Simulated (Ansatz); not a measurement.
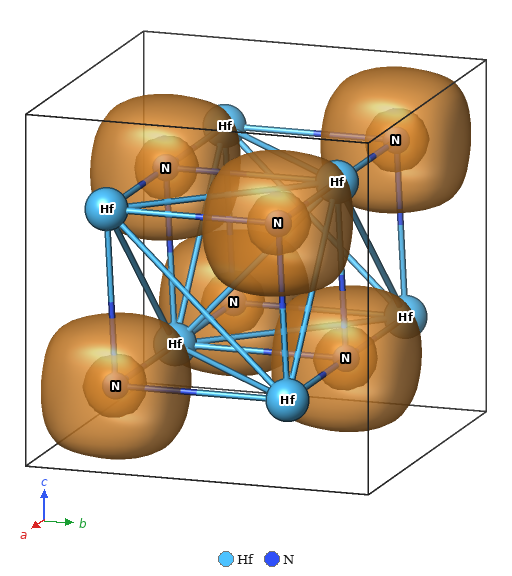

HfN. Isosurface of the electron localisation function at 0.6 (orange), seen slightly off an axis. Only the valence region is drawn (cores and ρ < 0.01 e/Å³ removed). Sticks mark near contacts.

Space group Cmcm; a point of a scan over the structure, not its minimum; not relaxed (largest force 0.8 eV/Å); PAW files of the earlier set (soft_1).

Method: Ansatz, DFT LDA, scalar-relativistic, plane waves, PAW.

In a PAW calculation such maps are meaningful between the atoms, not at the nuclei.

Question: Where are the electrons localised?

Answer: At this value the surface marks out four regions wrapped around N (the valence shell of each), counted in one cell of 8 atoms. Regions shared between cells count once.

Values along the shortest contacts:
Hf–N (2.23 Å): the ELF peaks at about 0.80 in the valence shell of N, 0.6 Å from its nucleus, and drops to about 0.15 between the two atoms (no shared electron pair shows on this line). Hf–Hf (3.07 Å): the ELF is about 0.15 at the midpoint (no shared electron pair shows on this line).
